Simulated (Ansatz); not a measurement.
## STM study: Al(001) (P6_3/mmc bulk, the cell from a database of computed structures, not from a measurement, 9 atomic planes (those closer than 0.6 Å count as one), 19 Å) with one Al vacancy in a 2 × 2 cell

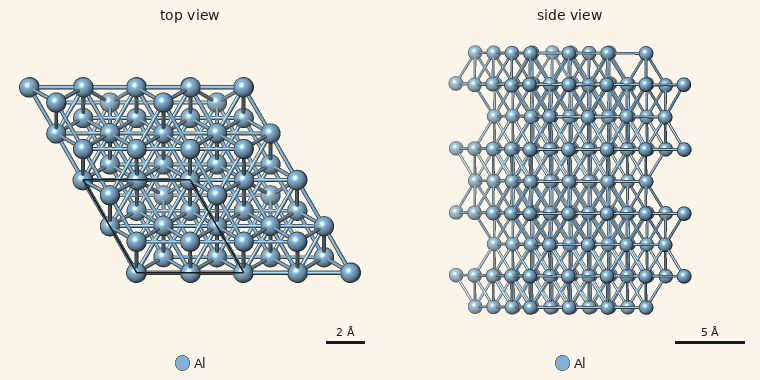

The relaxed structure from above and from the side.

Theory: DFT PBE, scalar-relativistic, plane waves, PAW (Ansatz). Cutoff 420 eV, 12 × 12 k-points, Gaussian smearing 0.1 eV, dipole correction. The slab is a cut without reconstruction beyond its cell, at the source's lattice constants, with its lower half held fixed and the rest relaxed. The defects repeat every 5.7 Å and interact, so states at the Fermi level and the work function belong to this dense array. This isn't the element's usual fcc form. No spin polarisation. The run couldn't confirm all of its levels under its output density. The run warns that the functional's potential is rough in the thin density of the vacuum, where the tip is; weak contrasts and barriers may feel it. On this mesh the free atoms still feel up to 0.09 eV/Å.

Model: Tersoff–Hamann, s-wave tip, no tip–sample forces. Bias windows are sharp sums over the levels of the k mesh.

Input

```yaml
crystal:
  lattice:
    - [5.65415404, 0.0, 0.0]
    - [-2.82707702, 4.89664104, 0.0]
    - [0.0, 0.0, 36.3719863132]
  atoms:
    - { symbol: Al, position: [0.1666666666, 0.3333333332, 0.2474431812] }
    - { symbol: Al, position: [0.1666666664, 0.833333333, 0.2474431812] }
    - { symbol: Al, position: [0.6666666668, 0.3333333332, 0.2474431812] }
    - { symbol: Al, position: [0.6666666666, 0.833333333, 0.2474431812] }
    - { symbol: Al, position: [0.0, 0.0, 0.3105823909] }
    - { symbol: Al, position: [-2.0e-10, 0.4999999998, 0.3105823909] }
    - { symbol: Al, position: [0.5000000002, 0.0, 0.3105823909] }
    - { symbol: Al, position: [0.5, 0.4999999998, 0.3105823909] }
    - { symbol: Al, position: [0.3333333334, 0.1666666666, 0.3737215906] }
    - { symbol: Al, position: [0.3333333332, 0.6666666664, 0.3737215906] }
    - { symbol: Al, position: [0.8333333336, 0.1666666666, 0.3737215906] }
    - { symbol: Al, position: [0.8333333334, 0.6666666664, 0.3737215906] }
    - { symbol: Al, position: [0.0, 0.0, 0.4368608003] }
    - { symbol: Al, position: [-2.0e-10, 0.4999999998, 0.4368608003] }
    - { symbol: Al, position: [0.5000000002, 0.0, 0.4368608003] }
    - { symbol: Al, position: [0.5, 0.4999999998, 0.4368608003] }
    - { symbol: Al, position: [0.1668386125, 0.3331613873, 0.500963193] }
    - { symbol: Al, position: [0.1668386123, 0.8336772248, 0.500963193] }
    - { symbol: Al, position: [0.666322775, 0.3331613873, 0.500963193] }
    - { symbol: Al, position: [0.6666666666, 0.833333333, 0.5012843455] }
    - { symbol: Al, position: [0.0009362559, 0.000468128, 0.565907152] }
    - { symbol: Al, position: [-2.0e-10, 0.4999999998, 0.5658861347] }
    - { symbol: Al, position: [0.4995318723, 0.000468128, 0.565907152] }
    - { symbol: Al, position: [0.499531872, 0.4990637438, 0.565907152] }
    - { symbol: Al, position: [0.3333333334, 0.1666666666, 0.6323083782] }
    - { symbol: Al, position: [0.3343489864, 0.667174493, 0.6306979481] }
    - { symbol: Al, position: [0.832825507, 0.1656510134, 0.6306979481] }
    - { symbol: Al, position: [0.8328255068, 0.667174493, 0.6306979481] }
    - { symbol: Al, position: [-0.005629877, -0.0028149385, 0.6965568794] }
    - { symbol: Al, position: [-2.0e-10, 0.4999999998, 0.6943587174] }
    - { symbol: Al, position: [0.5028149387, -0.0028149385, 0.6965568794] }
    - { symbol: Al, position: [0.5028149385, 0.5056298768, 0.6965568794] }
    - { symbol: Al, position: [0.1672096119, 0.3327903879, 0.75911159] }
    - { symbol: Al, position: [0.1672096117, 0.8344192235, 0.75911159] }
    - { symbol: Al, position: [0.6655807762, 0.3327903879, 0.75911159] }
basis:
  ecutwfc: 420.0
  fft_grid_basis: typed
kpoints:
  mp_grid: { grid: [12, 12, 1] }
hamiltonian:
  xc: pbe
  pseudopotentials: { kind: paw }
scf:
  occupations: { method: gaussian, width: 0.1 }
output:
  forces: true
  eigenvalues: true
  band_densities:
    - { e_range: [-2.0, -1.0] }
    - { e_range: [-1.0, -0.5] }
    - { e_range: [-0.5, -0.25] }
    - { e_range: [-0.25, 0.0] }
    - { e_range: [0.0, 0.25] }
    - { e_range: [0.25, 0.5] }
    - { e_range: [0.5, 1.0] }
    - { e_range: [1.0, 1.5] }
  band_residual_tolerance: 1.0e-05
  write_potential: true
  elf: true
  write_density: true
  volumetric_format: npy
efield:
  axis: 3
  dipole_correction: true
  ramp_width: 0.04
checkpoint:
  read: start.run
  write: ck
  compress: false
  write_wavefunctions: false
  write_every: 100000
```

Command:

```sh
ansatz run input.yaml --threads 4 --pin off --max-ram 8847MiB --backend cpu --events-out ev --progress --plain --runs-dir out
```

Cost without the relaxation before it: 2.8 min on 4 threads of Arm Neoverse N1, with other jobs on the host, peak memory 2.7 GiB.

### 1. The defect in the image

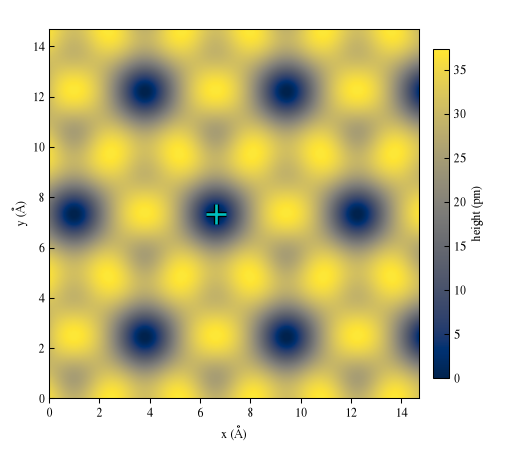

Constant-current image at a set point of 2.6 × 10⁻⁵ e/Å³, sample bias −0.25 V, of Al(001) (P6_3/mmc bulk, the cell from a database of computed structures, not from a measurement, 9 atomic planes (those closer than 0.6 Å count as one), 19 Å) with one defect or adsorbate in every 2 × 2 cell; the cross marks its site, and a white outline, where drawn, is that cell.

> The feature is an Al vacancy. How does it appear?

Its site appears as a dip 38 pm below the bright spots that ring it, and 32 pm below the mean of the area farther than 2.6 Å from it. The brightest spots lie over the top Al atoms; the darkest points are over the vacancy.

### 2. One image

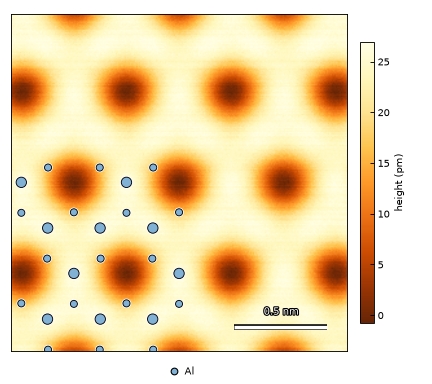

Constant-current image at a set point of 2.7 × 10⁻⁵ e/Å³ of this surface, sample bias +1.00 V. The atoms seen from above are drawn over one corner (deeper ones smaller). Noise was added to mimic a scan.

> Which atoms or sites appear bright, which dark, and how strong is the contrast?

The brightest spots lie over the top Al atoms and the sites above the Al atoms 2.4 Å below the top plane away from the vacancy; the darkest points are over the vacancy. The corrugation is 26 pm at a mean tip height of 4.5 Å.

### 3. Approach curves

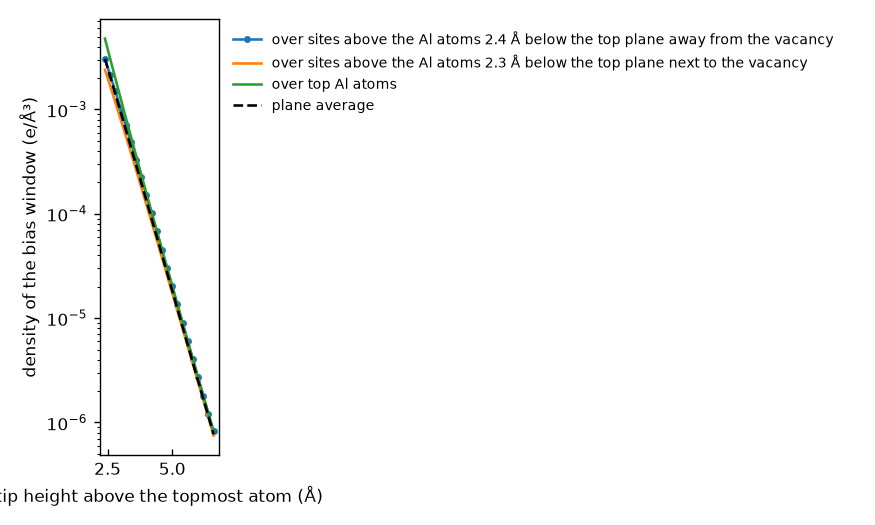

Approach curves over this surface at a sample bias of +1.50 V.

> Estimate the decay constant and the apparent barrier, and compare with the vacuum level, which the run puts 4.14 eV above zero bias.

Near 4 Å the plane average falls as exp(−1.98 z/Å), a factor of 7.2 per ångström, which gives an apparent barrier of 3.7 eV (0.952 eV Å² times the slope squared). The upper edge of the window lies 2.64 eV under the vacuum level. The apparent barrier is above 2.64 eV. At 4 Å the 0.50 eV of states nearest the upper edge carry 43 % of the density.

### 4. States by depth

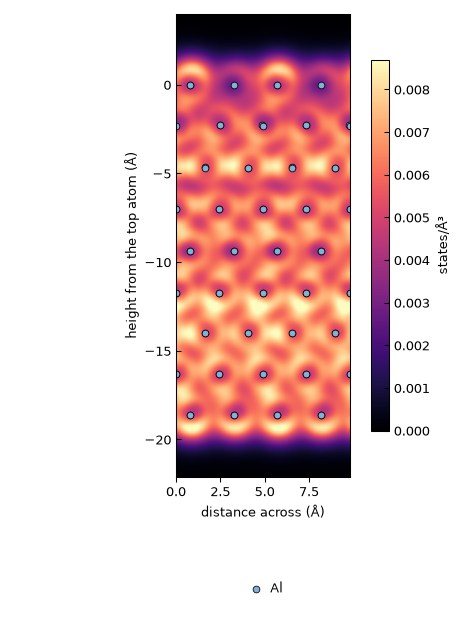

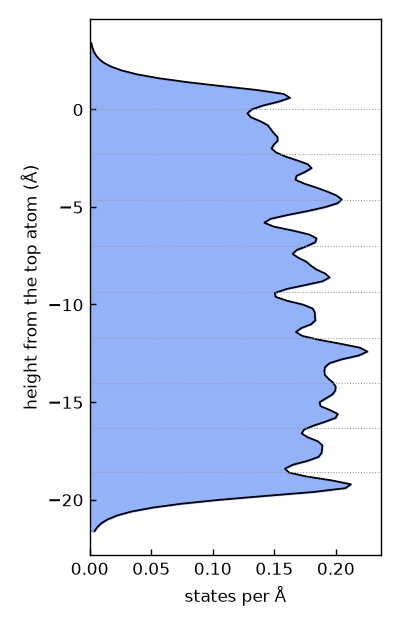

Density of all states between +0.25 and +0.50 eV (zero: the Fermi level) of this surface: side view, averaged along the second cell vector, and the full density summed over planes, the part near the nuclei included (dotted lines mark the atomic planes).

The first picture shows the smooth PAW orbitals' density alone; the shares below count all of it.

> Where in the slab do these states sit?

The window holds 3.8 states per cell. Shares by plane (space cut midway between planes), top to bottom: Al (3 atoms) 10 %, Al (4 atoms) 10 %, Al (4 atoms) 11 %, Al (4 atoms) 10 %, Al (4 atoms) 11 %, Al (4 atoms) 12 %, Al (4 atoms) 12 %, Al (4 atoms) 11 %, Al (4 atoms) 13 %; the outer planes' shares include the vacuum, and density in a gap between layers is shared out between the planes on either side.
